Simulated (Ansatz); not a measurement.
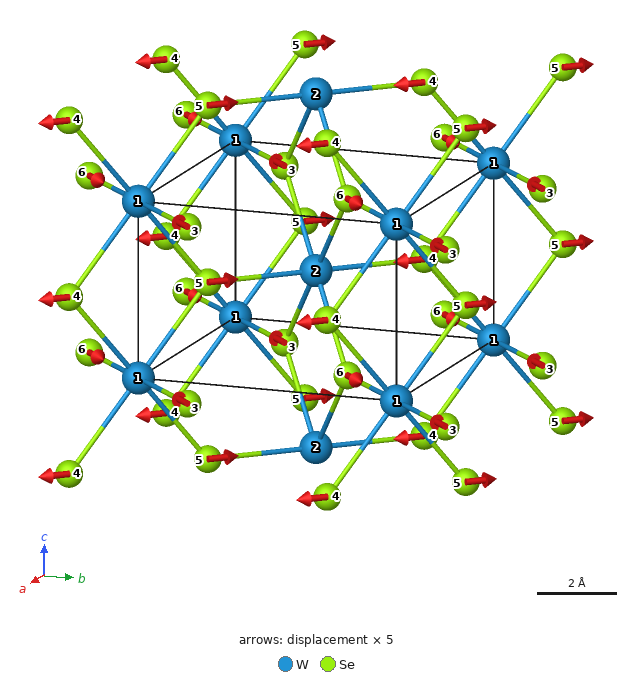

A relaxation of crystalline WSe$_{2}$ (built on the rutile type). The starting structure is drawn; red arrows show the displacements (the part carried along by the change of the cell is left out), magnified 5 times.

A ball-and-stick model of the cell of the calculation, seen slightly off an axis.

The calculation used DFT, PBE, plane waves, PAW in Ansatz 0.2.0.

The input:
```yaml
crystal:
  lattice:
    - [6.98790999, 0.0, 0.0]
    - [0.0, 6.98790999, 0.0]
    - [0.0, 0.0, 4.6120205934]
  atoms:
    - { symbol: W, position: [0.0, 0.0, 0.0] }
    - { symbol: W, position: [0.5, 0.5, 0.5] }
    - { symbol: Se, position: [0.305, 0.305, 0.0] }
    - { symbol: Se, position: [0.195, 0.805, 0.5] }
    - { symbol: Se, position: [0.805, 0.195, 0.5] }
    - { symbol: Se, position: [0.695, 0.695, 0.0] }
kpoints:
  mp_grid: { grid: [4, 4, 6] }
hamiltonian:
  xc: pbe
scf:
  occupations: { method: fermi_dirac, width: 0.02 }
relax:
  f_tol: 0.005
  cell: {}
```

Run as
```bash
ansatz run input.yaml --threads 2 --pin off --max-ram 20275MiB --backend cpu --events-out ev --progress --plain --runs-dir out
```

### Which element moves most?

Selenium: up to 0.17 Å, against 0.00 Å for tungsten.

### What did the optimiser do to the structure, and how much energy did it gain?

Over 9 accepted moves (10 points after the start) the energy falls by 8.776 eV per cell of the calculation. The largest force component goes from 0.47 to 0.0014 eV/Å. Pressure: −17.23 GPa at the start and −0.02 GPa at the end. At 1 point the geometry stayed and the basis and grid were re-selected for the new cell (energy shift of 4.7 meV per cell of the calculation at most each time). The largest moves relative to the cell, 0.17 Å, are those of Se3, Se4, Se5 and Se6. Se3 goes along [−1 −1 0]. W stays in place. Cell: a = b 6.988 → 6.206 Å (−11.2 %), c 4.612 → 3.375 Å (−26.8 %). Volume −42.3 %. Some distances before and after: W1–Se3 3.014 → 2.503 Å, W1–Se4 3.005 → 2.530 Å. Among the angles between lasting bonds that change: W2–Se3–W2 100.2° → 83.7°, Se4–W1–Se4 100.2° → 83.7°, Se4–W1–Se5 79.8° → 96.3°. The space group stays P4_2/mnm (No. 136). The run took 48 s on 2 threads of AMD EPYC 7R13 Processor (Zen 3), on a shared host, peak memory 0.85 GiB.
